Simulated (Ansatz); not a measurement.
# SiGe: what the fields show

```cif
data_structure
_symmetry_space_group_name_H-M 'P 1'
_symmetry_Int_Tables_number 1
_cell_length_a 5.5440
_cell_length_b 5.5440
_cell_length_c 5.5440
_cell_angle_alpha 90.000
_cell_angle_beta 90.000
_cell_angle_gamma 90.000
_cell_volume 170.40
loop_
_atom_site_label
_atom_site_type_symbol
_atom_site_fract_x
_atom_site_fract_y
_atom_site_fract_z
_atom_site_occupancy
Si1 Si 0.00000 0.75538 0.00000 1
Si2 Si 0.00000 0.24462 0.50000 1
Ge1 Ge 0.50000 0.75576 0.50000 1
Ge2 Ge 0.50000 0.24424 0.00000 1
Si3 Si 0.24462 0.00000 0.25000 1
Ge3 Ge 0.24424 0.50000 0.75000 1
Si4 Si 0.75538 0.00000 0.75000 1
Ge4 Ge 0.75576 0.50000 0.25000 1
```

Space group P4₁22; a generated structure, not necessarily the stable one.

Theory: DFT PBEsol, scalar-relativistic, plane waves, PAW (Ansatz).

Core electrons are frozen (PAW), and the valence fields are smoothed inside the atomic spheres.

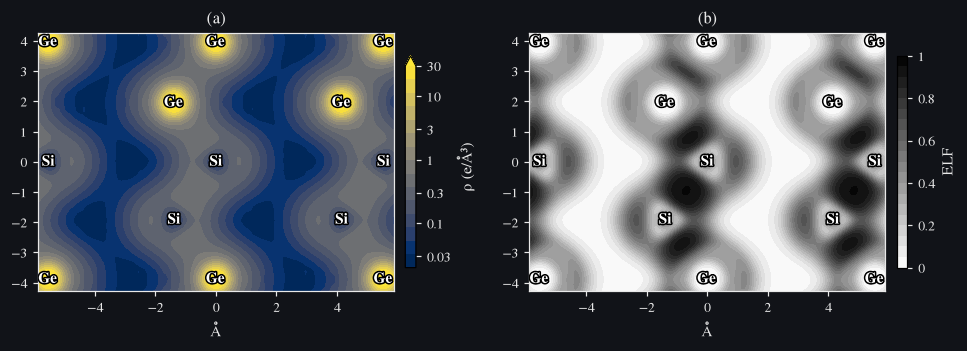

Figure 1. (a) valence charge density (pseudo); (b) ELF on the (110) plane of the conventional cell.

### Read the bonding off the picture.

The section cuts through Si and Ge sites.
Si–Si (2.37 Å): the density is about 0.56 e/Å³ at the midpoint; the ELF peaks at about 0.95 between the atoms (a shared electron pair).
Si–Ge (2.40 Å): ρ is about 0.54 e/Å³ halfway; the ELF peaks at about 0.90 between the atoms: a covalent bond.
Ge–Ge (2.44 Å): ρ is about 0.51 e/Å³ halfway; the ELF peaks at about 0.75 between the atoms (a covalent bond).
The density dies away to nearly zero in the voids.

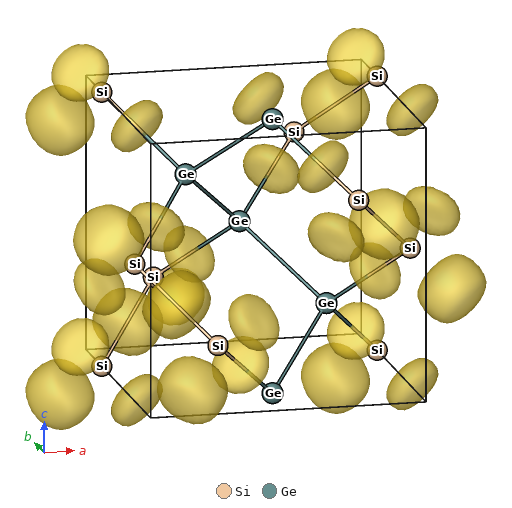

Figure 2. Isosurface of the ELF at 0.8 (yellow), seen slightly off an axis. Core shells and regions of very low density are left out. Sticks mark near contacts.

### Describe the localisation domains.

The surface consists of eight regions between bonded Ge–Si atoms (shared pairs) and four regions between bonded Si–Si atoms (shared pairs), counted in one cell of 8 atoms. Any copies at cell faces, edges or corners count once.

### Does the calculation make it a metal, or give it a gap?

It is gapped, with a Kohn–Sham gap of 0.34 eV on the k-point mesh (the band edges may lie off the mesh, which would make the gap smaller).
